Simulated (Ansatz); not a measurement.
A series of calculations on SnS2 and related structures

### Relaxation

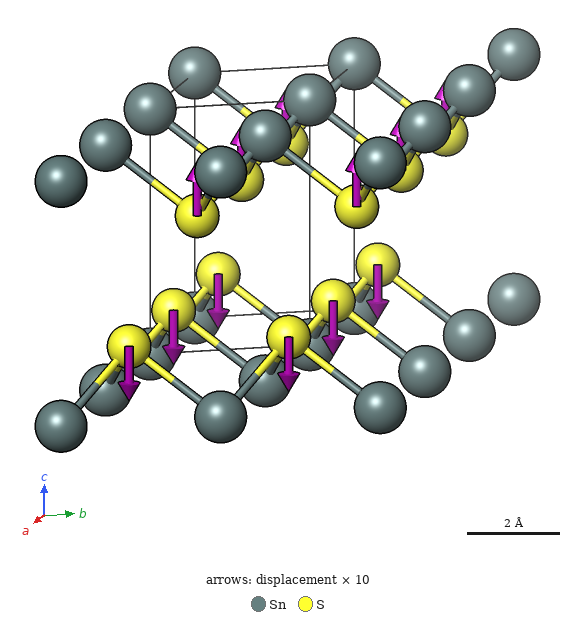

This is a relaxation of solid SnS$_{2}$ (set up in P-3m1). The starting structure is drawn; purple arrows show the displacements (the part carried along by the change of the cell is left out), 10 times their true length.

Style: ball-and-stick. Shown: the cell of the calculation, repeated 3 × 2 × 1 with one cell outlined, slightly off an axis.

Method: DFT PBEsol, scalar-relativistic, plane waves, PAW in Ansatz 0.2.0. Settings: plane-wave cutoff 420 eV; k-point mesh 12 × 12 × 6; occupations gaussian; smearing width 0.02 eV; no spin polarisation; cell and atoms relaxed; force threshold 0.005 eV/Å; at most 80 steps.

### Atoms of which element are displaced furthest, and by how much?

Sulfur: up to 0.13 Å, against 0.00 Å for tin.

### What did the optimiser do to the structure, and how much energy did it gain?

The energy falls by 28.9 meV per atom in 7 accepted moves (9 points after the start). The largest force component goes from 0.35 to 0.00037 eV/Å. Pressure: 5.57 GPa at the start and 0.00 GPa at the end. The SCF was repeated twice at an unchanged geometry on a basis and grid sized afresh for the cell, which shifted the energy by 1.2 meV per atom at most. The largest moves relative to the cell, 0.13 Å, are those of S atoms. Sn stays in place. The drawn cell changes as follows: a = b 3.598 → 3.651 Å (+1.5 %), c 5.494 → 6.059 Å (+10.3 %); the volume changes by +13.6 %. Among the contacts that change: S–Sn 2.533 → 2.572 Å. The space group stays P-3m1 (No. 164).

### Relaxation

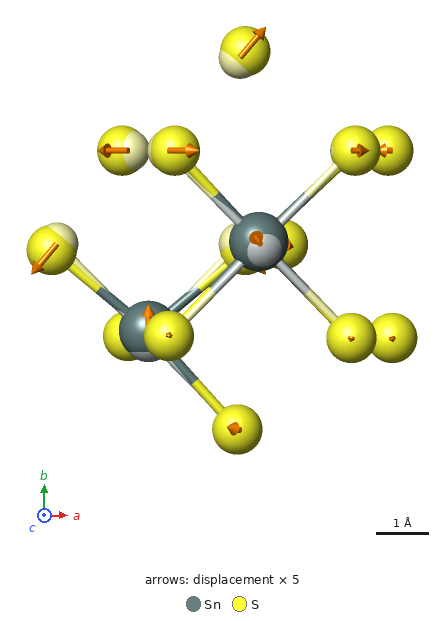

This is a relaxation of a defect cell of composition Sn7S16 (cell charge −4). The starting structure is drawn faded, the final one solid; orange arrows show the displacements, magnified 5 times.

A ball-and-stick model of the atoms within 4.2 Å of the atom that moves most (axes of the conventional cell (2 times the calculation's cell)), seen along the c axis. Lengths and directions refer to the drawn axes.

Case: Sn vacancy, atoms relaxed.

The calculation used DFT PBEsol, scalar-relativistic, plane waves, PAW (Ansatz 0.2.0). Set-up: plane-wave cutoff 420 eV; k-point mesh 4 × 4 × 4; occupations gaussian; smearing width 0.05 eV; no spin polarisation; atoms relaxed in a fixed cell; force threshold 0.02 eV/Å; at most 50 steps.

**What did the optimiser do to the structure, and how much energy did it gain?**

The largest moves, 0.16 Å, are those of S atoms. By element the largest moves are S 0.16 Å, Sn 0.13 Å. The lattice vectors keep their values. Near-neighbour distances that change, for instance: S–Sn 2.572 → 2.467 Å, S–Sn 2.572 → 2.640 Å, S–Sn 2.572 → 2.616 Å, S–Sn 2.572 → 2.577 Å. Bond angles that change, for instance: S–Sn–S 89.6° → 99.0°, S–Sn–S 180.0° → 173.5°, S–Sn–S 180.0° → 175.0°. After 5 accepted moves (6 points after the start) the energy has fallen by 0.959 eV per cell of the calculation. Largest force component: 1.7 eV/Å at the start, 0.0035 eV/Å at the end. 1 step only repeated the SCF at the same geometry. The run took 3.6 min on 4 threads of AMD EPYC 7R13 Processor (Zen 3), with other jobs on the host, peak memory 2.5 GiB.

Limits of the set-up: the cell is charged, on a uniform background, and energies carry no finite-size correction.

### Vacancy jump

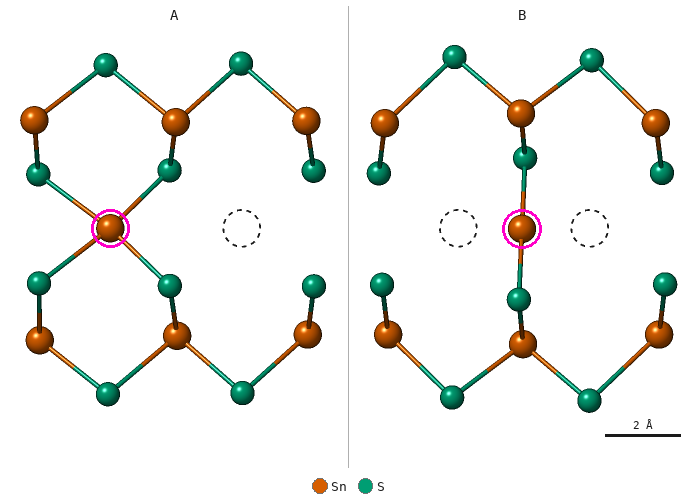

A vacancy jump of tin in SnS₂ (P-3m1 phase), in a cell of charge −4 (on a uniform background) with 23 atoms, whose images lie 8.8 Å apart. One frame is the relaxed vacancy; in the other the neighbouring Sn atom (ringed) was set half-way along its jump of 3.65 Å and all atoms were relaxed in the symmetry of that start. Dashed circles mark empty sites. The picture is a ball-and-stick view of the slice 3.8 Å thick through the jump, out to 5.0 Å from its middle, seen across the jump.

Theory: Ansatz, DFT PBEsol, scalar-relativistic, plane waves, PAW. Settings: plane-wave cutoff 420 eV; k-point mesh 4 × 4 × 4; occupations gaussian; smearing width 0.05 eV; no spin polarisation; atoms relaxed in a fixed cell; force threshold 0.02 eV/Å.

Which frame is the half-way one, and how far apart are the two in energy?

Frame B is the half-way start after relaxation. It lies 1.51 eV above the relaxed vacancy. The atom stays half-way, on the straight line. The symmetry of the start was kept and can hold it there, so for a path with one hump at the middle this is the barrier or an upper bound to it. There it has 2 S as nearest neighbours, the closest at 2.36 Å. The gap on the mesh is 0.92 eV with the relaxed vacancy and 0.78 eV half-way.

Limits of the set-up: the cell is charged, on a uniform background, and energies carry no finite-size correction.
